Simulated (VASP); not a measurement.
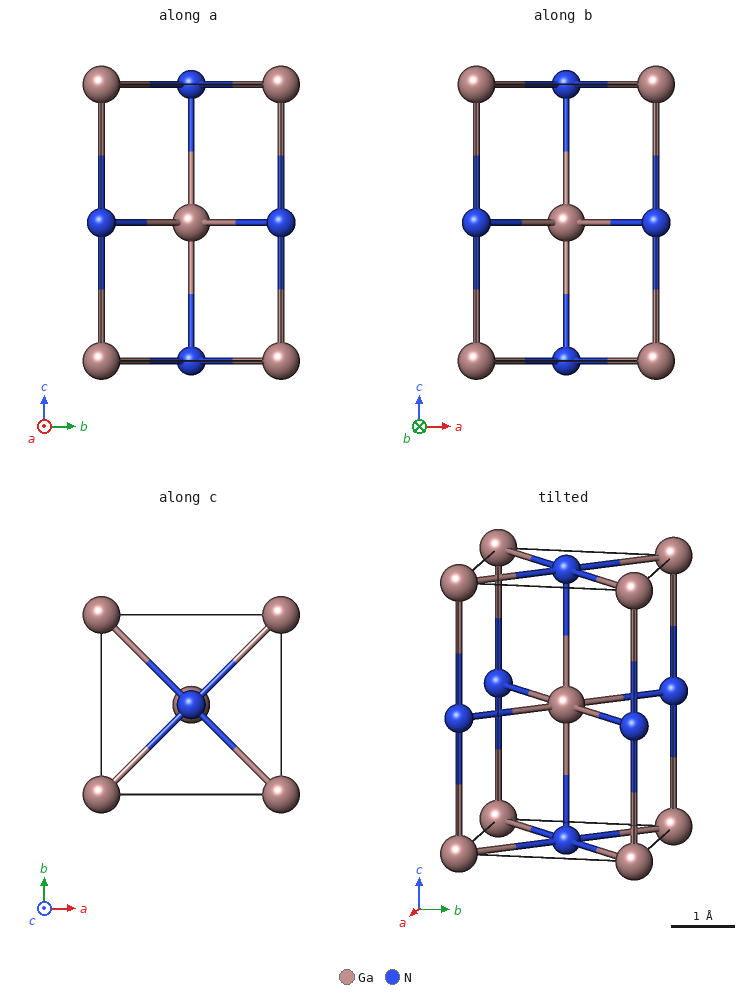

We look at a ball-and-stick model of the crystal along the a axis, along the b axis, along the c axis and slightly off an axis. The conventional unit cell is drawn as a box.

Lattice parameters: a = 2.863 Å, b = 2.863 Å, c = 4.406 Å, α = 90.00°, β = 90.00°, γ = 90.00°.

Q: Express the structure as a table of Wyckoff sites.

A: Space group I4/mmm (No. 139).
```csv
atom,site,x,y,z
Ga,2a,0.0000,0.0000,0.0000
N,2b,0.5000,0.5000,0.0000
```

Source of the structure: a structure type filled with these elements by a generator (whether the compound takes this form wasn't checked). The cell was then strained or its atoms displaced on purpose. A calculation with VASP used it as input.

At this level of theory the run's own cell isn't at rest (compressed, at 15 GPa), so its distances can differ from those at equilibrium, the more so the softer the solid.
